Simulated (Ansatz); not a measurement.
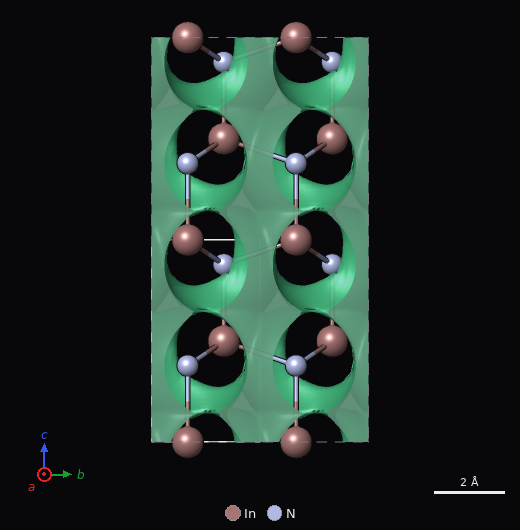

The green surface encloses the points that the centre of a probe sphere of radius 0.40 Å can occupy in InN (P6_3mc, No. 186), computed on a grid of about 0.15 Å (2×2×2 cells shown, view along the a axis; pale faces close the region where the box cuts it).

The atoms' radii are Shannon crystal radii (six-coordinate where tabulated): In 0.94 Å, N 1.32 Å.

Source of the atomic positions: the geometry relaxed with Ansatz 0.2.0, DFT PBE, scalar-relativistic, plane waves, PAW.

```
CELL_PARAMETERS angstrom
3.58053 0.00000 0.00000
-1.79026 3.10083 0.00000
0.00000 0.00000 5.78745
ATOMIC_POSITIONS crystal
In 0.33333 0.66667 0.49812
In 0.66667 0.33333 0.99812
N 0.33333 0.66667 0.87688
N 0.66667 0.33333 0.37688
```

> Do these regions connect?

Where they connect, they form a three-dimensional network.

> What share of the cell can the probe's centre reach?

About 23 % of the volume (14 Å³ of 64.3 Å³).

> Give the largest included and the largest free sphere.

The largest sphere that fits anywhere has a diameter of 2.41 Å; the largest that can travel through the crystal, about 1.5 Å.

> How does the connectivity change as the probe shrinks?

Below a radius of about 0.75 Å the space forms one-dimensional channels along [001]. Below a radius of about 0.69 Å the space forms a three-dimensional network. These are grid estimates, good to about 0.05 Å.
